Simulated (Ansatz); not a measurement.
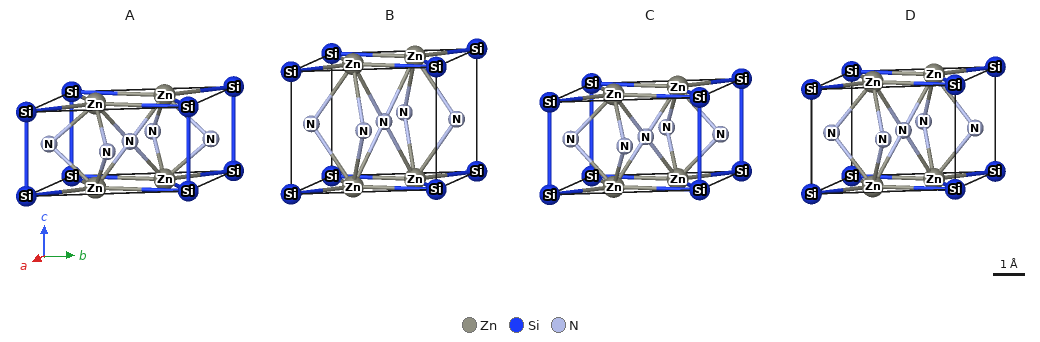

4 geometries from one relaxation of a crystal of Zn$_{2}$SiN$_{3}$ (a generated structure, set up in P6/mmm) (coarse preliminary run), in shuffled order. Style: ball-and-stick. Shown: the cell of the calculation, from a free direction.

The calculation used Ansatz, DFT PBE, scalar-relativistic, plane waves, PAW. Settings: plane-wave cutoff 420 eV; k-point mesh 6 × 6 × 4; occupations gaussian; smearing width 0.1 eV; no spin polarisation; cell and atoms relaxed; force threshold 0.04 eV/Å; at most 70 steps.

Put them in the order of the run, from the start to the converged end.

B, D, C, A. They are steps 0, 3, 5, 14, at +3.138 eV per cell of the calculation, +1.294 eV per cell of the calculation, +0.390 eV per cell of the calculation relative to the last. The atoms keep their places relative to the cell (all moves are under 0.005 Å). The drawn cell changes as follows: a = b 4.866 → 5.426 Å (+11.5 %), c 4.010 → 2.756 Å (−31.3 %); the volume changes by −14.5 %. Among the contacts that change: Si–Si 4.010 → 2.756 Å, N–Zn 2.448 → 2.086 Å, Si–Zn 2.810 → 3.133 Å. The space group stays P6/mmm (No. 191). Over 11 accepted moves (14 points after the start) the energy falls by 3.138 eV per cell of the calculation. All forces vanish by symmetry, so only the cell relaxes. The pressure goes from −14.68 to 0.06 GPa. The line search rejected the trial step at point 12 of the run. The SCF was repeated twice at an unchanged geometry on a basis and grid sized afresh for the cell, which shifted the energy by 36.6 meV per cell of the calculation at most.

Limits of the set-up: the k-point mesh is coarse for a cell with partly filled bands.
